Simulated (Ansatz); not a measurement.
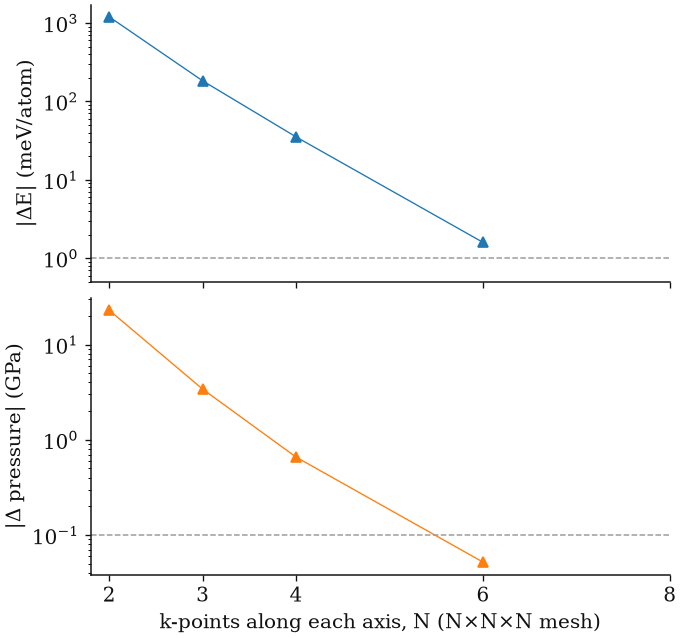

Scan of the k-point mesh.
System: BN (F-43m, 2 atoms in the cell).
Method: HSE06, plane waves, PAW datasets in Ansatz 0.2.0 development build; cutoff 420 eV, Fermi–Dirac smearing of 0.02 eV.
ΔE is the free energy less its value at the densest setting, 8×8×8.
Dashed lines or grey bands mark the tolerance: 1 meV/atom and 0.1 GPa.

From which setting is the free energy converged to 1 meV/atom?

Answer. The free energy at the last setting but one, 6×6×6, is still more than 1 meV/atom from the densest setting's value, so the scan doesn't show it converged. It is off by 1200 meV/atom at 2×2×2, 35 meV/atom at 4×4×4 and 1.6 meV/atom at 6×6×6 (always above it).

How does the pressure behave (tolerance 0.1 GPa)?

Answer. The pressure is within 0.1 GPa of the densest setting's value from 6×6×6 on. It is off by 23 GPa at 2×2×2, 3.4 GPa at 3×3×3 and 0.66 GPa at 4×4×4 (always above it).
